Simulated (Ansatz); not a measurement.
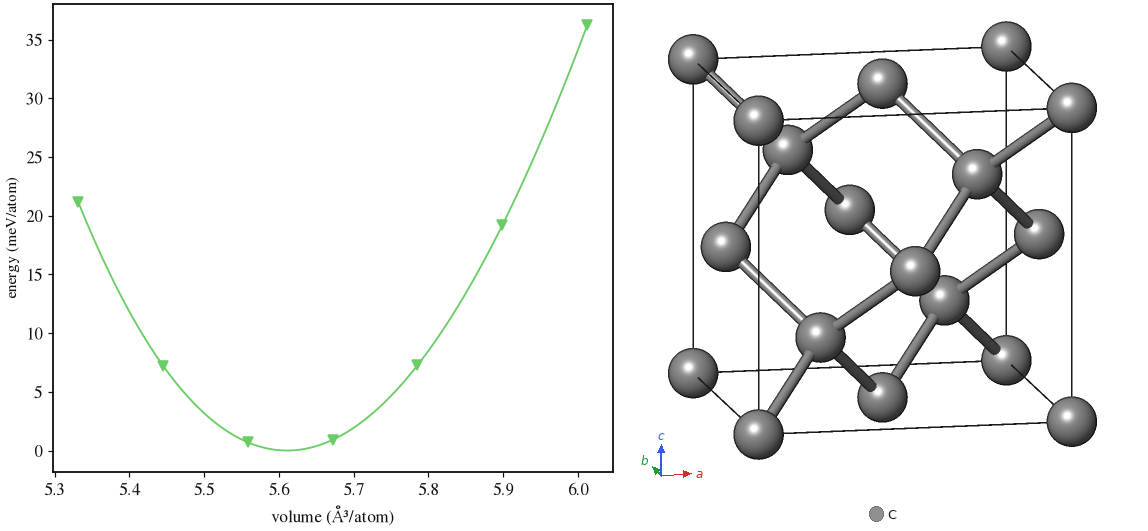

The figure shows the energy against volume for C, space group Fd-3m (No. 227). The conventional cell is drawn beside the plot.

The given structure:
```cif
data_structure
_symmetry_space_group_name_H-M 'P 1'
_symmetry_Int_Tables_number 1
_cell_length_a 2.5221
_cell_length_b 2.5221
_cell_length_c 2.5221
_cell_angle_alpha 60.000
_cell_angle_beta 60.000
_cell_angle_gamma 60.000
_cell_volume 11.34
loop_
_atom_site_label
_atom_site_type_symbol
_atom_site_fract_x
_atom_site_fract_y
_atom_site_fract_z
_atom_site_occupancy
C1 C 0.75000 0.75000 0.75000 1
C2 C 0.50000 0.50000 0.50000 1
```

Method: all-electron LAPW DFT, no spin polarisation; energies at scaled volumes of the given cell, shape and fractions fixed, counted from the fit's minimum, third-order Birch-Murnaghan fit (Ansatz 0.2.0). Level: PBEsol.

k mesh 13×13×13; occupations Fermi–Dirac; smearing width 0.05 eV; potentials all electron LAPW, scalar relativistic; program settings basis error eV/atom 0.001.

From this curve and the settings, what does the calculation give for the pressure at the same points?

The pressure falls from 25.24 GPa at volume 5.3315 Å³/atom to −27.39 GPa at 6.0122 Å³/atom, and changes sign near 5.61 Å³/atom.

```json
{"volume (Å³/atom)": "5.3315", "pressure (GPa)": "25.24"}
{"volume (Å³/atom)": "5.4450", "pressure (GPa)": "14.27"}
{"volume (Å³/atom)": "5.5584", "pressure (GPa)": "4.30"}
{"volume (Å³/atom)": "5.6718", "pressure (GPa)": "-4.78"}
{"volume (Å³/atom)": "5.7853", "pressure (GPa)": "-13.04"}
{"volume (Å³/atom)": "5.8987", "pressure (GPa)": "-20.55"}
{"volume (Å³/atom)": "6.0122", "pressure (GPa)": "-27.39"}
```
